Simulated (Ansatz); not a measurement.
## What a change does: single-point calculation on TiAl

System: TiAl (P4/mmm, 2 atoms in the cell).
Method of the first run: DFT PBE, scalar-relativistic, plane waves, PAW, no spin polarisation (Ansatz 0.2.0).

The structure derives from an entry of the Crystallography Open Database. Text and figures count atoms from 1; the logs count them from 0 in places.

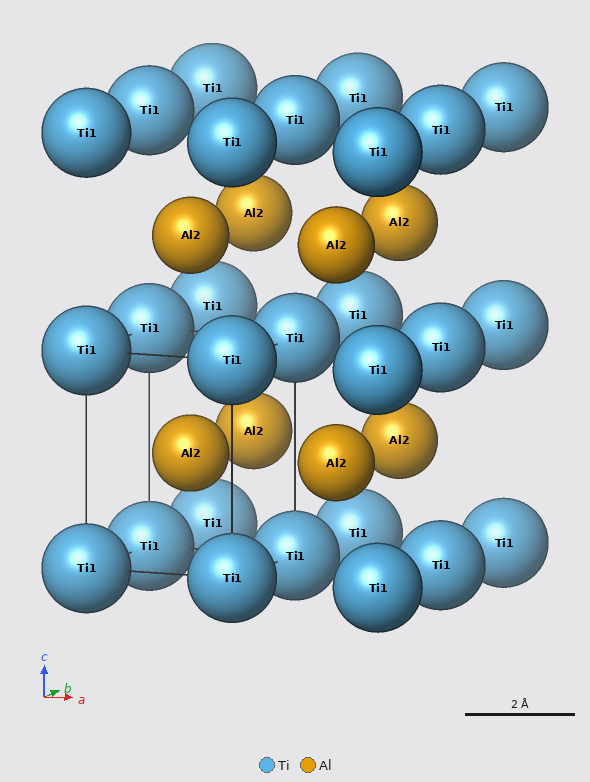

Figure 1. The structure as given in the input (spheres-only view of the cell of the calculation, repeated 2 × 2 × 2, seen slightly off an axis; atoms are numbered from 1 in the order of the input). An atom can appear more than once, as a periodic image.

**Input file, the first run**
```yaml
crystal:
  lattice:
    - [2.922419, 0.0, 0.0]
    - [0.0, 2.922419, 0.0]
    - [0.0, 0.0, 4.0591]
  atoms:
    - { symbol: Ti, position: [0.0, 0.0, 0.0] }
    - { symbol: Al, position: [0.5, 0.5, 0.5] }
basis:
  ecutwfc: 420
kpoints:
  mp_grid: { grid: [16, 16, 12] }
hamiltonian:
  xc: pbe
scf:
  occupations: { method: gaussian, width: 0.15 }
output:
  forces: true
  stress: true
  eigenvalues: true
```

Command:
```bash
ansatz run input.yaml --threads 1 --pin off --max-ram 2560MiB --backend cpu --events-out ev --progress --plain --runs-dir out
```

Hardware: 1 thread of Intel Xeon (Granite Rapids), 192 GiB of memory available, shared host.

**Output, shortened to warnings, some set-up lines, iterations and results (the first run)**
```
Basis set: ecut = 420 eV, 673 PW (Γ), exchange–correlation on 40×40×60 points (8 copies of the dense FFT grid, shifted against one another)
Symmetry: 16 space group operations
k-points: 315 of 3072
Initial density: superposition of atomic densities (neutral atoms: chi_scale 0, normalization atom), corrected by the library's trained network
[...]
SCF iter   1: F=—  HF=-3037.935745 eV  |F-HF|=—  |Δ(HF+E_count)|=         —  Δρ=2.83e-3  dr2=2.51e-3  ethr=1.77e-3  ⟨swp⟩=5.0  Hψ=18924  notcnv=0
SCF iter   2: F=—  HF=-3037.935666 eV  |F-HF|=—  |Δ(HF+E_count)|=   7.94e-5  Δρ=1.75e-3  dr2=1.25e-3  ethr=1.67e-5  ⟨swp⟩=1.1  Hψ=6335  notcnv=0
SCF iter   3: F=—  HF=-3037.935583 eV  |F-HF|=—  |Δ(HF+E_count)|=   8.24e-5  Δρ=1.14e-4  dr2=2.29e-6  ethr=8.34e-6  ⟨swp⟩=1.9  Hψ=4268  notcnv=0
SCF iter   4: F=—  HF=-3037.935641 eV  |F-HF|=—  |Δ(HF+E_count)|=   5.80e-5  Δρ=3.54e-5  dr2=2.97e-7  ethr=1.52e-8  ⟨swp⟩=2.1  Hψ=5659  notcnv=0
SCF iter   5: F=-3037.935641 eV  HF=-3037.935641 eV  |F-HF|=9.03e-9  |Δ(HF+E_count)|=  7.23e-10  Δρ=8.11e-6  dr2=2.07e-8  ethr=1.98e-9  ⟨swp⟩=2.1  Hψ=5063  notcnv=0
SCF iter   6: F=-3037.935641 eV  HF=-3037.935641 eV  |F-HF|=2.03e-10  |Δ(HF+E_count)|=   1.32e-9  Δρ=1.45e-6  dr2=5.10e-10  ethr=1.38e-10  ⟨swp⟩=2.0  Hψ=11763  notcnv=0
SCF 1 converged in 6 iterations: F = -3037.935641 eV  dr2 = 5.10e-10
SCF converged after 6 iterations
Free energy (F): -3037.935641 eV
Harris-Foulkes:  -3037.935641 eV  (|F-HF|=2.03e-10)
Internal energy: -3037.913950 eV  (E = F + TS)
E sigma→0 (E₀):  -3037.924796 eV
Entropy (-TS):   -0.021691 eV (-10.846 meV/atom)
Fermi energy:    10.161603 eV
--- Per-component energies (eV) ---
  E_band       = -177.879233
  E_kinetic    = 293.804509
  E_local      = -1099.162886  (includes V_loc(G=0)·N_el)
  E_nonlocal   = 18.853694
  E_hartree    = 466.841092
  E_xc         = -136.725513
  E_vxc        = -150.264805  (∫ρ·V_xc dr)
  E_paw        = -1515.187671  (= ΣΔE_a)
  E_vpaw       = -174.791326  (= ΣTr[D̂ρ^β])
  E_aug_tail   = 0.000111  (compensation charges beyond the density's cutoff)
  E_ewald      = -1066.337285
  E_smearing   = -0.021691  (= −TS)
  E_closure    = -0.000000  (closes the sum)
  Σ components = -3037.935641   (vs F -3037.935641, Δ=0.00e0)
--- Forces (eV/Å), atoms counted from 1 ---
  atom   1  Ti    -0.00000000     0.00000000     0.00000000
  atom   2  Al    -0.00000000    -0.00000000     0.00000000
  max |Σ_I F_I| component: 2.47e-31 eV/Å
--- Stress (GPa, compression-positive) ---
       -7.480634       0.000000       0.000000
        0.000000      -7.480634       0.000000
        0.000000       0.000000      -4.638943
  P = ⅓ Tr σ = -6.5334 GPa (-65.334 kbar)
```

For the second run the input was changed thus:
```diff
-    - [0.0, 0.0, 4.0591]
+    - [0.0, 0.0, 3.9982135]
```

How does the second run compare with the first run?

With the same functional and potentials, the second run lies 6.0 meV per atom lower. The pressure goes from −6.53 to −5.21 GPa. The volume per atom goes from 17.33 to 17.07 Å³. The number of SCF iterations is the same. The plane waves at Γ go from 673 to 657.

**Output, shortened to warnings, some set-up lines, iterations and results (the second run)**
```
Basis set: ecut = 420 eV, 657 PW (Γ), exchange–correlation on 40×40×54 points (8 copies of the dense FFT grid, shifted against one another)
Symmetry: 16 space group operations
k-points: 315 of 3072
Initial density: superposition of atomic densities (neutral atoms: chi_scale 0, normalization atom), corrected by the library's trained network
[...]
SCF iter   1: F=—  HF=-3037.948032 eV  |F-HF|=—  |Δ(HF+E_count)|=         —  Δρ=2.91e-3  dr2=3.69e-3  ethr=1.77e-3  ⟨swp⟩=5.0  Hψ=18877  notcnv=0
SCF iter   2: F=—  HF=-3037.947772 eV  |F-HF|=—  |Δ(HF+E_count)|=   2.60e-4  Δρ=1.90e-3  dr2=1.95e-3  ethr=2.46e-5  ⟨swp⟩=1.0  Hψ=6300  notcnv=0
SCF iter   3: F=—  HF=-3037.947520 eV  |F-HF|=—  |Δ(HF+E_count)|=   2.52e-4  Δρ=1.61e-4  dr2=5.39e-6  ethr=1.30e-5  ⟨swp⟩=1.9  Hψ=4236  notcnv=0
SCF iter   4: F=—  HF=-3037.947617 eV  |F-HF|=—  |Δ(HF+E_count)|=   9.70e-5  Δρ=5.06e-5  dr2=7.48e-7  ethr=3.59e-8  ⟨swp⟩=2.3  Hψ=5356  notcnv=0
SCF iter   5: F=-3037.947617 eV  HF=-3037.947617 eV  |F-HF|=1.12e-9  |Δ(HF+E_count)|=   8.92e-8  Δρ=9.05e-6  dr2=1.38e-8  ethr=4.99e-9  ⟨swp⟩=2.1  Hψ=5035  notcnv=0
SCF iter   6: F=-3037.947617 eV  HF=-3037.947617 eV  |F-HF|=3.82e-10  |Δ(HF+E_count)|=   3.11e-9  Δρ=1.84e-6  dr2=7.53e-10  ethr=9.19e-11  ⟨swp⟩=1.4  Hψ=11744  notcnv=0
SCF 1 converged in 6 iterations: F = -3037.947617 eV  dr2 = 7.53e-10
SCF converged after 6 iterations
Free energy (F): -3037.947617 eV
Harris-Foulkes:  -3037.947617 eV  (|F-HF|=3.82e-10)
Internal energy: -3037.926041 eV  (E = F + TS)
E sigma→0 (E₀):  -3037.936829 eV
Entropy (-TS):   -0.021576 eV (-10.788 meV/atom)
Fermi energy:    10.361524 eV
--- Per-component energies (eV) ---
  E_band       = -174.927447
  E_kinetic    = 294.381178
  E_local      = -1088.113187  (includes V_loc(G=0)·N_el)
  E_nonlocal   = 18.921961
  E_hartree    = 462.671338
  E_xc         = -136.950078
  E_vxc        = -150.562717  (∫ρ·V_xc dr)
  E_paw        = -1515.266866  (= ΣΔE_a)
  E_vpaw       = -174.896437  (= ΣTr[D̂ρ^β])
  E_aug_tail   = 0.000108  (compensation charges beyond the density's cutoff)
  E_ewald      = -1073.570497
  E_smearing   = -0.021576  (= −TS)
  E_closure    = -0.000000  (closes the sum)
  Σ components = -3037.947617   (vs F -3037.947617, Δ=0.00e0)
--- Forces (eV/Å), atoms counted from 1 ---
  atom   1  Ti    -0.00000000     0.00000000     0.00000000
  atom   2  Al    -0.00000000     0.00000000     0.00000000
  max |Σ_I F_I| component: 4.19e-31 eV/Å
--- Stress (GPa, compression-positive) ---
       -6.440615       0.000000       0.000000
        0.000000      -6.440615       0.000000
        0.000000       0.000000      -2.741075
  P = ⅓ Tr σ = -5.2074 GPa (-52.074 kbar)
```

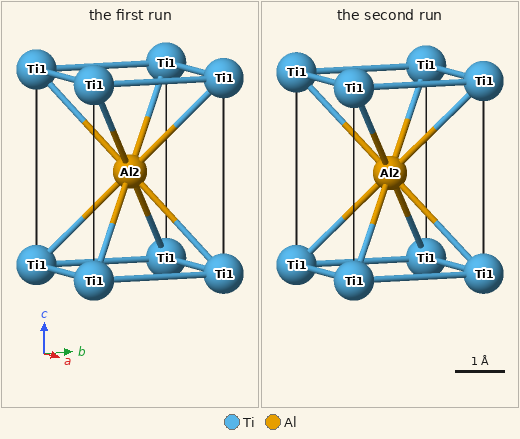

Figure 2. The two input geometries at one scale (ball-and-stick view of the cell of the calculation, seen slightly off an axis). The atoms keep their places relative to the cell (all moves are under 0.005 Å). Cell: a = b stay at 2.922 Å, c 4.059 → 3.998 Å (−1.5 %). Volume −1.5 %. Among the contacts that change: Ti1–Al2 2.896 → 2.875 Å.

**The two runs side by side**

| quantity | the first run | the second run |
| --- | --- | --- |
| outcome | converged | converged |
| free energy per atom (eV) | −1518.9678 | −1518.9738 |
| energy per atom, smearing taken to zero (eV) | −1518.9624 | −1518.9684 |
| gap on the mesh (eV) | 0.00 | 0.00 |
| pressure (GPa) | −6.53 | −5.21 |
| volume per atom (Å³) | 17.33 | 17.07 |
| largest force (eV/Å) | 0.000 | 0.000 |
| SCF iterations | 6 | 6 |
| irreducible k-points | 315 | 315 |
| plane waves at Γ | 673 | 657 |
| wall time (shared host) | 3.1 s | 3.1 s |

For the first run: The cell is under a tension of 6.5 GPa at this level, so it is not at its equilibrium volume.
